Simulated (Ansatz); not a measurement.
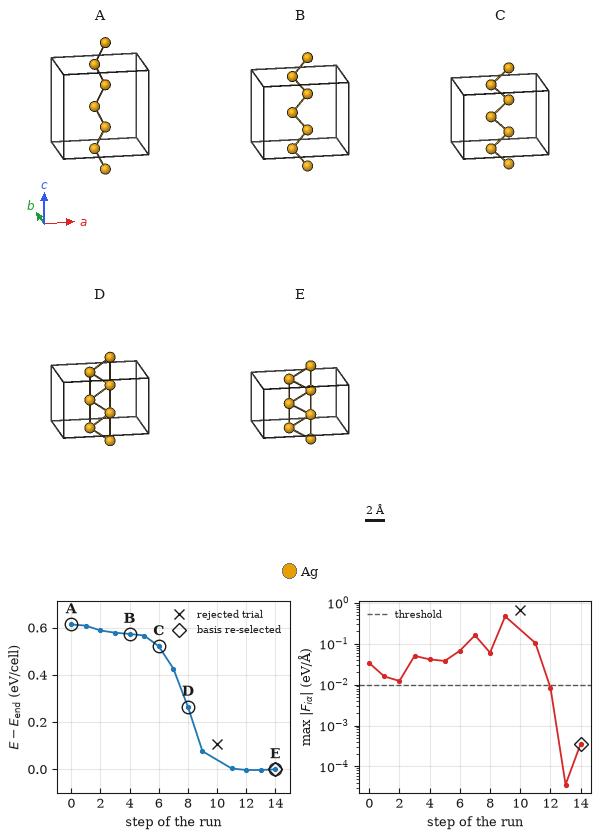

Frames of a relaxation of a wire of composition Ag, marked on the history of the run. A ball-and-stick model of the 2 repeat of the cell, with the vacuum cut short, seen slightly off an axis.

Case: zigzag chain of atoms.

Computed with DFT PBE, scalar-relativistic, plane waves, PAW in Ansatz 0.2.0.

The input:
```yaml
crystal:
  lattice:
    - [10.2, 0.0, 0.0]
    - [0.0, 9.3, 0.0]
    - [0.0, 0.0, 4.75336712]
  atoms:
    - { symbol: Ag, position: [0.441747952, 0.5, 0.0], spin: 0.5 }
    - { symbol: Ag, position: [0.558252048, 0.5, 0.5], spin: 0.5 }
basis:
  ecutwfc: 420
kpoints:
  mp_grid: { grid: [1, 1, 14] }
hamiltonian:
  xc: pbe
scf:
  occupations: { method: gaussian, width: 0.05 }
output:
  forces: true
  stress: true
  eigenvalues: true
  populations: true
  write_density: true
  write_potential: true
  elf: true
  volumetric_format: npy
magnetization:
  spin_polarized: true
relax:
  adjacent_minimum: "off"
  f_tol: 0.01
  max_steps: 45
  cell: { fix: [a, b, alpha, beta, gamma], stress_tol: 0.03 }
```

Command:
```bash
ansatz run input.yaml --threads 2 --pin off --max-ram 5120MiB --backend cpu --events-out ev --progress --plain --runs-dir out
```

Q: Describe the path.

A: The largest moves relative to the layer's centre, 0.60 Å, are those of Ag1 and Ag2. Along the periodic axis the drawn cell goes c 9.507 → 5.495 Å (−42.2 %). Near-neighbour distances that change, for instance: Ag1–Ag1 4.753 → 2.748 Å, Ag1–Ag2 2.657 → 2.750 Å. New bonds form: Ag1–Ag1 (4.75 → 2.75 Å), Ag2–Ag2 (4.75 → 2.75 Å). Among the angles between lasting bonds that change: Ag2–Ag1–Ag2 126.9° → 60.0°. Over 12 accepted moves (14 points after the start) the energy falls by 0.614 eV per cell of the calculation. Largest force component: 0.034 eV/Å at the start, 0.00036 eV/Å at the end. The line search rejected the trial step at point 10 of the run. At 1 point the geometry stayed and the basis and grid were re-selected for the new cell (energy shift of 3.1 meV per cell of the calculation at most each time). The program noted that the starting moments weren't kept. The run may lie on a higher electronic state than the lowest, so the end point isn't shown to be the ground-state structure. From step 0 to 4: Ag atoms move most (0.24 Å), energy −40.5 meV per cell of the calculation. From step 4 to 6: Ag atoms move most (0.14 Å), energy −52.3 meV per cell of the calculation. From step 6 to 8: Ag atoms move most (0.14 Å), energy −0.256 eV per cell of the calculation. From step 8 to 14: Ag atoms move most (0.07 Å), energy −0.265 eV per cell of the calculation.

```
step  E − E(0), meV/atom  largest force component, eV/Å                      note
   0                0.00                         0.0337                          
   1               -2.71                         0.0158                          
   2              -12.88                         0.0123                          
   3              -17.65                         0.0503                          
   4              -20.25                         0.0414                          
   5              -23.57                         0.0378                          
   6              -46.41                         0.0671                          
   7              -93.50                         0.1601                          
   8             -174.56                         0.0602                          
   9             -268.77                         0.4644                          
  10             -254.33                         0.6705                  rejected
  11             -305.22                         0.1038                          
  12             -308.55                         0.0084                          
  13             -308.57                         0.0000                          
  14             -307.02                         0.0004  same geometry, new basis
```

Limits of the set-up: the k-point mesh is coarse for a cell with partly filled bands.
